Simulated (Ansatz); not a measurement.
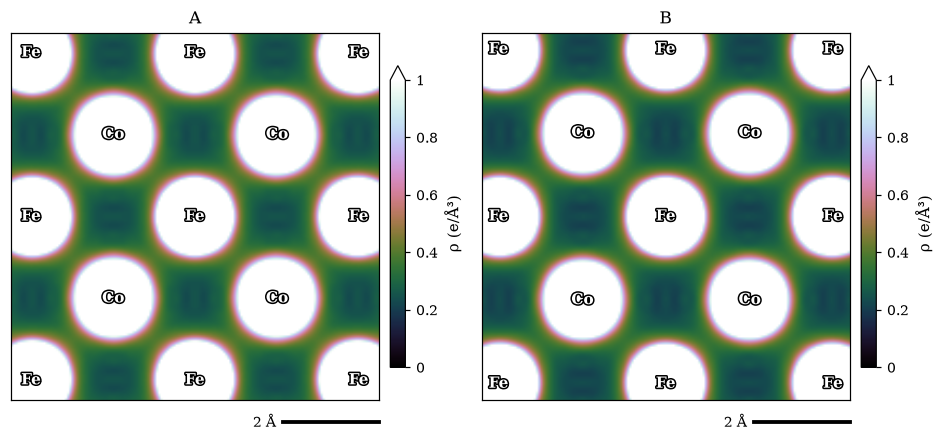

FeCo₃. The valence electron density of two cells that differ in size, on the (001) plane of each (indices in the axes of the calculation cell), at one length scale and on one colour scale: B has 10.6 Å³ an atom and A 10.0.

Method: Ansatz 0.2.0, DFT PBEsol, scalar-relativistic, plane waves, PAW.

The density is the valence pseudo-density of a PAW calculation; it isn't the true density close to the nuclei.

The larger cell:

```cif
data_structure
_symmetry_space_group_name_H-M 'P 1'
_symmetry_Int_Tables_number 1
_cell_length_a 3.4877
_cell_length_b 3.4877
_cell_length_c 3.4877
_cell_angle_alpha 90.000
_cell_angle_beta 90.000
_cell_angle_gamma 90.000
_cell_volume 42.42
loop_
_atom_site_label
_atom_site_type_symbol
_atom_site_fract_x
_atom_site_fract_y
_atom_site_fract_z
_atom_site_occupancy
Fe1 Fe 0.00000 0.00000 0.00000 1
Co1 Co 0.50000 0.50000 0.00000 1
Co2 Co 0.50000 0.00000 0.50000 1
Co3 Co 0.00000 0.50000 0.50000 1
```

The smaller cell: a = 3.416 Å, b = 3.416 Å, c = 3.416 Å, α = 90.00°, β = 90.00°, γ = 90.00°.

What changes from the larger cell to the smaller?

Answer. From the larger cell to the smaller, Fe–Co goes from 2.47 to 2.42 Å, and the density at its midpoint from 0.36 to 0.39 e/Å³; the pressure goes from 0.0 to 15 GPa; the largest moment (Fe) goes from 2.5 to 2.3 μB.
